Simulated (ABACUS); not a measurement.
**Single-point calculation at one volume of an equation of state of InP (part 2 of 2)**

InP (F-43m, 2 atoms in the cell); Kohn-Sham DFT of a periodic cell, PBEsol, PseudoDojo NC SR 0.4.1 PBEsol standard, no spin polarisation (ABACUS 3.10.1); cutoff 966 eV, 8×8×8 k-mesh, fermi-dirac of 0.05 eV. The structure derives from an entry of the Crystallography Open Database. It belongs to a series of runs on one base structure; here: volume scaled by 1.02.

Geometry of the input (Å; fractional positions):
```
0.0000  2.9499  2.9499
2.9499  0.0000  2.9499
2.9499  2.9499  0.0000
In 0.0000  0.0000  0.0000
P  0.7500  0.7500  0.7500
```

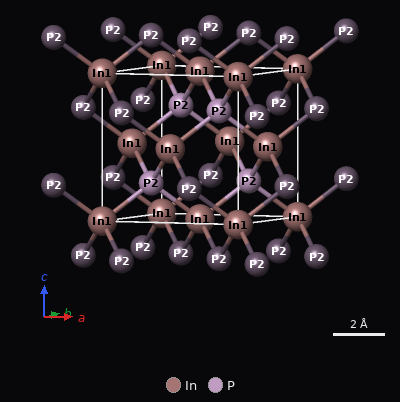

Fig. 1: The structure as given in the input (ball-and-stick view of the cell 4 times as large as that of the calculation, set on its symmetry axes, seen at an oblique angle; neighbours outside the cell are drawn fainter; atoms are numbered from 1 in the order of the input). An atom can appear more than once, as a periodic image.

The program's output, continued
```
 Make real space PAO into reciprocal space.
       max mesh points in Pseudopotential = 701
     dq(describe PAO in reciprocal space) = 0.01
                                    max q = 1015

 number of pseudo atomic orbitals for In is 3
WARNING: norm of atomic wavefunction # 2 of atomic type In is 0.999327, renormalized
WARNING: norm of atomic wavefunction # 3 of atomic type In is 0.979853, renormalized

 number of pseudo atomic orbitals for P is 2
WARNING: norm of atomic wavefunction # 1 of atomic type P is 0.999978, renormalized
WARNING: norm of atomic wavefunction # 2 of atomic type P is 0.998983, renormalized

 -------------------------------------------
 SELF-CONSISTENT
 -------------------------------------------
                                 init_chg = atomic

 PW ALGORITHM --------------- ION=   1  ELEC=   1--------------------------------
 Notice: Threshold on eigenvalues was too large.
 hsover_error=0.18 > DRHO=0.106349
 Origin diag ethr = 0.01
 New diag ethr = 0.000590826

 Density error is 0.105887358175
                          Error Threshold = 0.000590825828614
----------------------------------------------------------
     Energy           Rydberg                 eV
----------------------------------------------------------
 E_KohnSham     -146.4391279696      -1992.4065505377
 E_Harris       -147.7082968196      -2009.6744786220
 E_Fermi        0.4844832601         6.5917329235
----------------------------------------------------------

 PW ALGORITHM --------------- ION=   1  ELEC=   2--------------------------------

 Density error is 0.0106630039989
                          Error Threshold = 0.000588263100975
----------------------------------------------------------
     Energy           Rydberg                 eV
----------------------------------------------------------
 E_KohnSham     -146.4654912267      -1992.7652410521
 E_Harris       -145.9773661983      -1986.1239593290
 E_Fermi        0.5250098739         7.1431257907
----------------------------------------------------------

 PW ALGORITHM --------------- ION=   1  ELEC=   3--------------------------------

 Density error is 0.000546668414019
                          Error Threshold = 5.92389111047e-05
----------------------------------------------------------
     Energy           Rydberg                 eV
----------------------------------------------------------
 E_KohnSham     -146.4676080663      -1992.7940421330
 E_Harris       -146.4449965435      -1992.4863965813
 E_Fermi        0.5175147326         7.0411491628
----------------------------------------------------------

 PW ALGORITHM --------------- ION=   1  ELEC=   4--------------------------------

 Density error is 9.2735673186e-06
                          Error Threshold = 3.03704674455e-06
----------------------------------------------------------
     Energy           Rydberg                 eV
----------------------------------------------------------
 E_KohnSham     -146.4676420458      -1992.7945044472
 E_Harris       -146.4805209499      -1992.9697309265
 E_Fermi        0.5196540286         7.0702557782
----------------------------------------------------------

 PW ALGORITHM --------------- ION=   1  ELEC=   5--------------------------------

 Density error is 1.25632191156e-06
                          Error Threshold = 5.15198184367e-08
----------------------------------------------------------
     Energy           Rydberg                 eV
----------------------------------------------------------
 E_KohnSham     -146.4676477426      -1992.7945819560
 E_Harris       -146.4668798021      -1992.7841335896
 E_Fermi        0.5197825330         7.0720041690
----------------------------------------------------------

 PW ALGORITHM --------------- ION=   1  ELEC=   6--------------------------------

 Density error is 1.26634419944e-07
                          Error Threshold = 6.97956617535e-09
----------------------------------------------------------
     Energy           Rydberg                 eV
----------------------------------------------------------
 E_KohnSham     -146.4676479341      -1992.7945845620
 E_Harris       -146.4653463822      -1992.7632703414
 E_Fermi        0.5198934967         7.0735139087
----------------------------------------------------------

 PW ALGORITHM --------------- ION=   1  ELEC=   7--------------------------------

 Density error is 4.92589217278e-09
                          Error Threshold = 7.03524555245e-10
----------------------------------------------------------
     Energy           Rydberg                 eV
----------------------------------------------------------
 E_KohnSham     -146.4676479657      -1992.7945849914
 E_KS(sigma->0) -146.4676468893      -1992.7945703462
 E_Harris       -146.4677133559      -1992.7954746712
 E_band         -4.0752144764        -55.4461374517
 E_one_elec     -50.6472125505       -689.0906785037
 E_Hartree      37.0445703848        504.0172371952
 E_xc           -43.7348823566       -595.0436014098
 E_Ewald        -89.1301212906       -1212.6775129828
 E_entropy(-TS) -0.0000021528        -0.0000292903
 E_descf        0.0000000000         0.0000000000
 E_exx          0.0000000000         0.0000000000
 E_Fermi        0.5199487877         7.0742661812
----------------------------------------------------------

 charge density convergence is achieved
 final etot is -1992.794585 eV
 EFERMI = 7.0742661812 eV

 STATE ENERGY(eV) AND OCCUPATIONS    NSPIN == 1
 1/8 kpoint (Cartesian) = 0.0000 0.0000 0.0000 (3479 pws)
       1       -7.37964     0.00390625
       2       -7.37964     0.00390625
       3       -7.37964     0.00390625
       4       -7.23656     0.00390625
       5       -7.23656     0.00390625
       6       -4.62243     0.00390625
       7        6.78938     0.00389319
       8        6.78938     0.00389319
       9        6.78938     0.00389319
      10        7.29568    4.60674e-05
      11        10.8048    1.54344e-35
      12        10.8048    1.54344e-35
      13        10.8048    1.54344e-35

 2/8 kpoint (Cartesian) = 0.021187 0.021187 0.021187 (3518 pws)
       1       -7.39690      0.0312500
       2       -7.37263      0.0312500
       3       -7.37263      0.0312500
       4       -7.23648      0.0312500
       5       -7.23648      0.0312500
       6       -4.44877      0.0312500
       7        5.20841      0.0312500
       8        6.60624      0.0312473
       9        6.60624      0.0312473
      10        8.29321    8.07679e-13
      11        10.9336    9.39469e-36
      12        11.0784    5.19410e-37
      13        11.0784    5.19410e-37

 3/8 kpoint (Cartesian) = 0.042374 0.042374 0.042374 (3512 pws)
       1       -7.43665      0.0312500
       2       -7.35774      0.0312500
       3       -7.35774      0.0312500
       4       -7.23410      0.0312500
       5       -7.23410      0.0312500
       6       -3.96328      0.0312500
       7        3.33822      0.0312500
       8        6.24155      0.0312500
       9        6.24155      0.0312500
      10        8.43768    4.49155e-14
      11        11.4965    1.21301e-40
      12        11.4965    1.21301e-40
      13        11.9696    9.42470e-45

 4/8 kpoint (Cartesian) = 0.063561 0.063561 0.063561 (3495 pws)
       1       -7.47419      0.0312500
       2       -7.34652      0.0312500
       3       -7.34652      0.0312500
       4       -7.22781      0.0312500
       5       -7.22781      0.0312500
       6       -3.31401      0.0312500
       7        1.77876      0.0312500
       8        5.94483      0.0312500
       9        5.94483      0.0312500
      10        8.23291    2.69755e-12
      11        11.5636    3.16690e-41
      12        11.5636    3.16690e-41
      13        13.2859    3.48043e-56

 5/8 kpoint (Cartesian) = 0.084748 0.084748 0.084748 (3498 pws)
       1       -7.48921      0.0156250
       2       -7.34311      0.0156250
       3       -7.34311      0.0156250
       4       -7.22390      0.0156250
       5       -7.22390      0.0156250
       6       -2.94512      0.0156250
       7        1.09489      0.0156250
       8        5.83531      0.0156250
       9        5.83531      0.0156250
      10        8.14137    8.41480e-12
      11        11.5172    4.01210e-41
      12        11.5172    4.01210e-41
      13        13.7174    3.10579e-60

 6/8 kpoint (Cartesian) = 0.0000 0.0000 0.042374 (3523 pws)
       1       -7.40984      0.0234375
       2       -7.36583      0.0234375
       3       -7.36583      0.0234375
       4       -7.24223      0.0234375
       5       -7.23174      0.0234375
       6       -4.39139      0.0234375
       7        5.18946      0.0234375
       8        6.28095      0.0234375
       9        6.28095      0.0234375
      10        8.83270    1.24828e-17
      11        10.1522    4.31845e-29
      12        11.5257    5.07353e-41
      13        11.5257    5.07353e-41

[... levels at 2 further k points ...]

------------------------------------------------------------------------------------------
 TOTAL-FORCE (eV/Angstrom)
------------------------------------------------------------------------------------------
                       In1         0.0000000000         0.0000000000         0.0000000000
                        P1         0.0000000000         0.0000000000         0.0000000000
------------------------------------------------------------------------------------------

----------------------------------------------------------------
 TOTAL-STRESS (KBAR)
----------------------------------------------------------------
        -6.2414242471        -0.0000000000        -0.0000000000
        -0.0000000000        -6.2414242471         0.0000000000
        -0.0000000000         0.0000000000        -6.2414242471
----------------------------------------------------------------
 TOTAL-PRESSURE: -6.241424 KBAR

 --------------------------------------------
 !FINAL_ETOT_IS -1992.7945849913508027 eV
 --------------------------------------------
```

Standard output
```
ABACUS v3.10.1

               Atomic-orbital Based Ab-initio Computation at UStc

%%%%%%%%%%%%%%%%%%%%%%%%%%%%%%%%%%%%%%%%%%%%%%%%%%%%%%%%%%%%%%%%%%%%%%%%%%%%%%%%%%%%%%%%%%%%%%%%%%%%%%%%%
 Warning: the number of valence electrons in pseudopotential > 3 for In: [Kr] 4d10 5s2 5p1
 Pseudopotentials with additional electrons can yield (more) accurate outcomes, but may be less efficient.
 If you're confident that your chosen pseudopotential is appropriate, you can safely ignore this warning.
%%%%%%%%%%%%%%%%%%%%%%%%%%%%%%%%%%%%%%%%%%%%%%%%%%%%%%%%%%%%%%%%%%%%%%%%%%%%%%%%%%%%%%%%%%%%%%%%%%%%%%%%%

 UNIFORM GRID DIM        : 45 * 45 * 45
 UNIFORM GRID DIM(BIG)   : 45 * 45 * 45
 ---------------------------------------------------------
 Self-consistent calculations for electrons
 ---------------------------------------------------------
 SPIN    KPOINTS         PROCESSORS  THREADS
 1       29              4           4
 ---------------------------------------------------------
 Use plane wave basis
 ---------------------------------------------------------
 ELEMENT NATOM       XC
 In      1
 P       1
 ---------------------------------------------------------
 Initial plane wave basis and FFT box
 ---------------------------------------------------------
 -------------------------------------------
 SELF-CONSISTENT :
 -------------------------------------------
 START CHARGE      : atomic
 ITER       ETOT/eV          EDIFF/eV         DRHO     TIME/s
 DA1     -1.99240655e+03   0.00000000e+00   1.0589e-01   0.89
 DA2     -1.99276524e+03  -3.58690514e-01   1.0663e-02   0.47
 DA3     -1.99279404e+03  -2.88010809e-02   5.4667e-04   0.47
 DA4     -1.99279450e+03  -4.62314219e-04   9.2736e-06   0.43
 DA5     -1.99279458e+03  -7.75087443e-05   1.2563e-06   0.65
 DA6     -1.99279458e+03  -2.60602974e-06   1.2663e-07   0.50
 DA7     -1.99279458e+03  -4.29368071e-07   4.9259e-09   0.54
----------------------------------------------------------------
 TOTAL-STRESS (KBAR)
----------------------------------------------------------------
        -6.2414242471        -0.0000000000        -0.0000000000
        -0.0000000000        -6.2414242471         0.0000000000
        -0.0000000000         0.0000000000        -6.2414242471
----------------------------------------------------------------
 TOTAL-PRESSURE: -6.241424 KBAR
```
